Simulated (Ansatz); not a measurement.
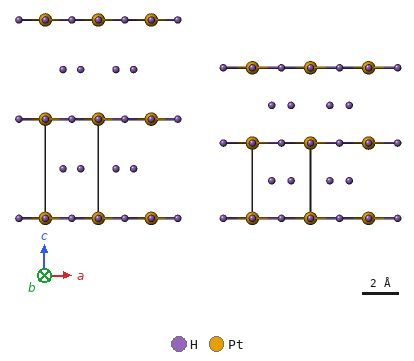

Two geometries of crystalline H5Pt (a generated structure, set up in P6/mmm) (coarse preliminary run), drawn at one scale. One is the start of a relaxation, the other its converged end. Style: ball-and-stick. Shown: the cell of the calculation, repeated 2 × 1 × 2 with one cell outlined, along the b axis.

The calculation used Ansatz, DFT PBE, scalar-relativistic, plane waves, PAW. Settings: plane-wave cutoff 420 eV; k-point mesh 6 × 6 × 4; occupations gaussian; smearing width 0.1 eV; no spin polarisation; cell and atoms relaxed; force threshold 0.04 eV/Å; at most 70 steps.

### Which of the two is the end point?

The left one is the relaxed one. The energy falls by 154 meV per atom in 9 accepted moves (11 points after the start). All forces vanish by symmetry, so only the cell relaxes. The pressure goes from −13.23 to 0.16 GPa. The SCF was repeated twice at an unchanged geometry on a basis and grid sized afresh for the cell, which shifted the energy by 5.9 meV per atom at most. The atoms keep their places relative to the cell (all moves are under 0.005 Å). Cell: a = b 3.779 → 3.443 Å (−8.9 %), c 4.241 → 5.588 Å (+31.8 %). Volume +9.4 %. Among the contacts that change: H–Pt 1.889 → 1.722 Å. The space group stays P6/mmm (No. 191).

Limits of the set-up: the k-point mesh is coarse for a cell with partly filled bands.
